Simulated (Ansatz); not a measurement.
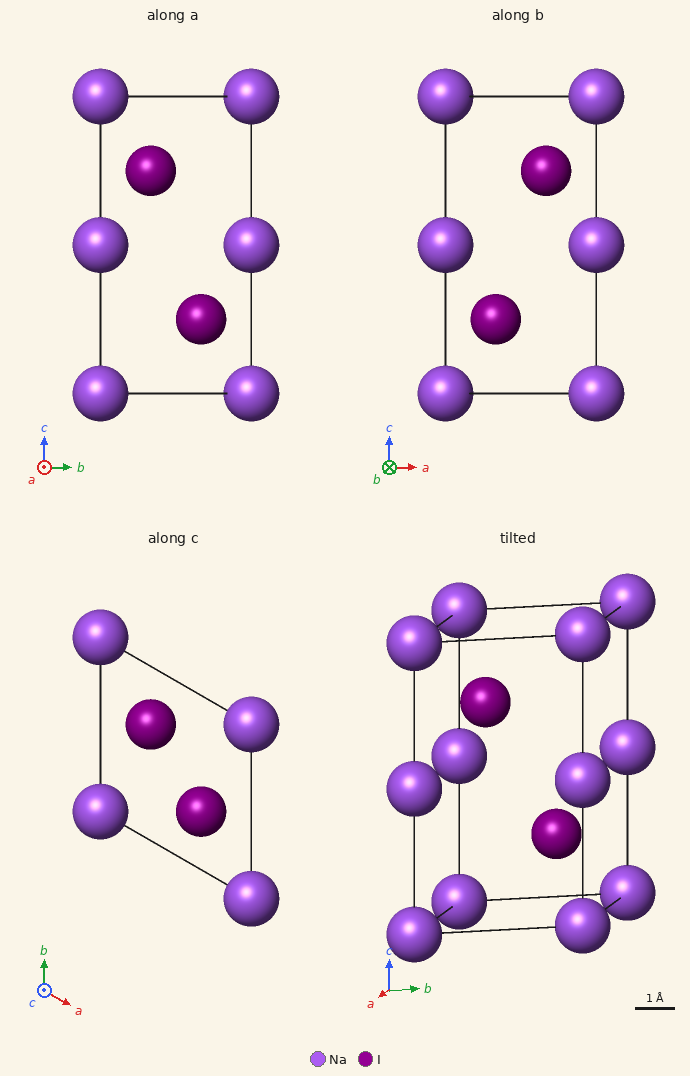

An orthographic spheres-only view of the structure, along the a axis, along the b axis, along the c axis and slightly off an axis. Atoms at the boundary of the conventional unit cell (the box) are drawn once for each face, edge or corner they touch.

Lattice parameters: a = 4.505 Å, b = 4.505 Å, c = 7.676 Å, α = 90.00°, β = 90.00°, γ = 120.00°.

### Convert the drawing into a table of Wyckoff sites.

Space group P6_3/mmc (No. 194).
| atom | site | x | y | z |
| --- | --- | --- | --- | --- |
| Na | 2a | 0.0000 | 0.0000 | 0.0000 |
| I | 2c | 0.3333 | 0.6667 | 0.2500 |

Its origin is a structure type filled with these elements by a generator (whether the compound takes this form wasn't checked). Earlier steps of the study may have refined or changed the cell and positions. It went into a calculation with Ansatz.
